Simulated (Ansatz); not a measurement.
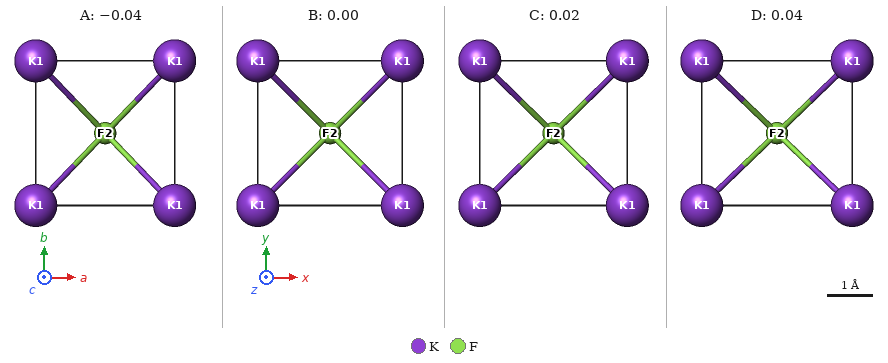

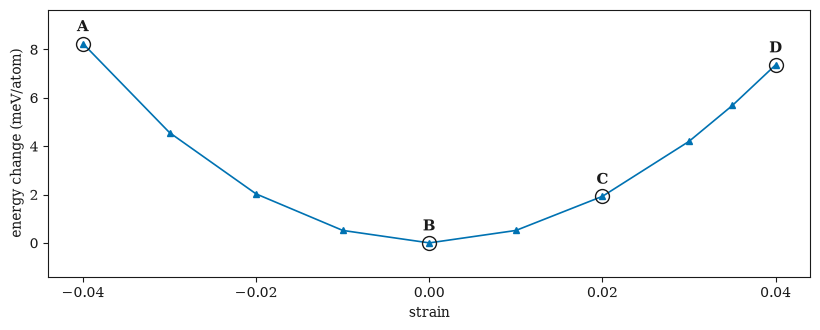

A scan of a crystal of KF (Pm-3m): the cell is strained along x alone, with the atoms kept at their fractional coordinates. x, y and z are the Cartesian axes of the input. The lettered frames are marked on the plot. Style: ball-and-stick. Shown: the cell of the calculation, along the c axis.

The calculation used DFT PBE, scalar-relativistic, plane waves, PAW (Ansatz 0.2.0). Set-up: plane-wave cutoff 420 eV; k-point mesh 8 × 8 × 8; occupations gaussian; smearing width 0.05 eV; no spin polarisation. Energies (free energies at the smearing named) are counted from the cell as listed in its source, which wasn't relaxed.

What does the scan show?

The lowest computed point lies at the strain 0.00 (0.0 meV/atom). The curvature at zero strain, (1/V) d²E/dε², is about 91 GPa; it is C₁₁ with clamped ions. The distortion takes the space group from Pm-3m to P4/mmm. At the strain −0.04 the cell of the drawing goes a 3.259 → 3.129 Å.

The computed points:

```csv
strain,energy change (meV/atom)
−0.040,8.2
−0.030,4.6
−0.020,2.0
−0.010,0.5
0.000,0.0
0.010,0.5
0.020,1.9
0.030,4.2
0.035,5.7
0.040,7.4
```
